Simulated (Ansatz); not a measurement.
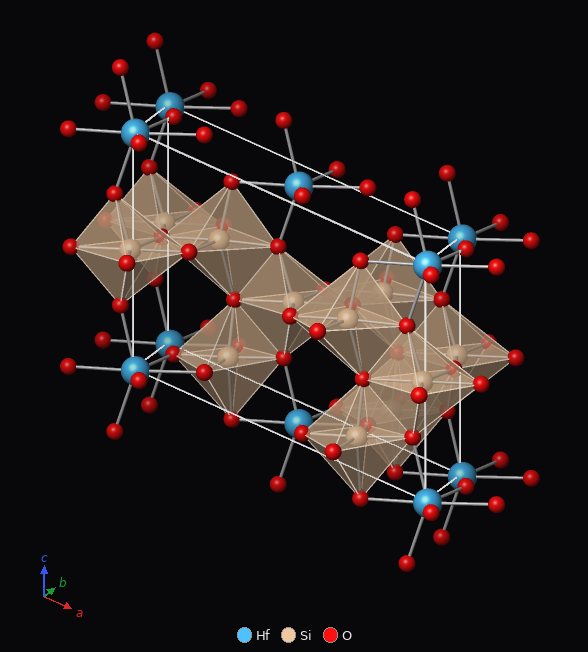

Shown here is a polyhedral view of the crystal, taken slightly off an axis. Atoms at the boundary of the conventional unit cell (the box) are drawn once for each face, edge or corner they touch. Some neighbours outside the box are added.

HfSi₃O₈, space group Cm (No. 8), a = 9.672 Å, b = 3.625 Å, c = 7.235 Å, α = 90.00°, β = 110.77°, γ = 90.00°. Origin of the cell: a structure type filled with these elements by a generator (whether the compound takes this form wasn't checked). Earlier steps of the study, as a rule a relaxation of our own, may have changed the cell and positions, so they can lie some per cent off the listed ones. Ansatz was used for an electronic-structure calculation on it.

This one geometry was computed with Ansatz (DFT, plane waves, PAW) at five levels of theory: r2SCAN, PBE0, PBE with spin-orbit coupling, PBE and HSE06. It was relaxed beforehand with r2SCAN.

### Which level gives the highest pressure at this volume, and what does that say about its equilibrium volume?

Highest: PBE with spin-orbit coupling (7.2 GPa) and PBE (7.3 GPa), which points to the largest equilibrium volume. Lowest, with the smallest volume: PBE0 (-0.9 GPa) and HSE06 (-0.9 GPa). Levels within 0.5 GPa of each other can't be told apart.

### How does the band gap change with the level of theory?

PBE with spin-orbit coupling: a gap of 4.58 eV, indirect; PBE: a gap of 4.66 eV, indirect; r2SCAN: a gap of 5.18 eV, indirect; HSE06: a gap of 6.40 eV, indirect; PBE0: a gap of 7.17 eV, indirect.

### Collect the results in a table.

| level | cutoff (eV) | k-mesh of the run's cell | gap (eV) | pressure (GPa) |
| --- | --- | --- | --- | --- |
| r2SCAN | 500 | 8×8×4 | 5.18 | 0.0 |
| PBE0 | 420 | 4×4×2 | 7.17 | -0.9 |
| PBE with spin-orbit coupling | 420 | 8×8×4 | 4.58 | 7.2 |
| PBE | 420 | 8×8×4 | 4.66 | 7.3 |
| HSE06 | 420 | 4×4×2 | 6.40 | -0.9 |

Gaps are taken on the k-mesh or band path of each run.
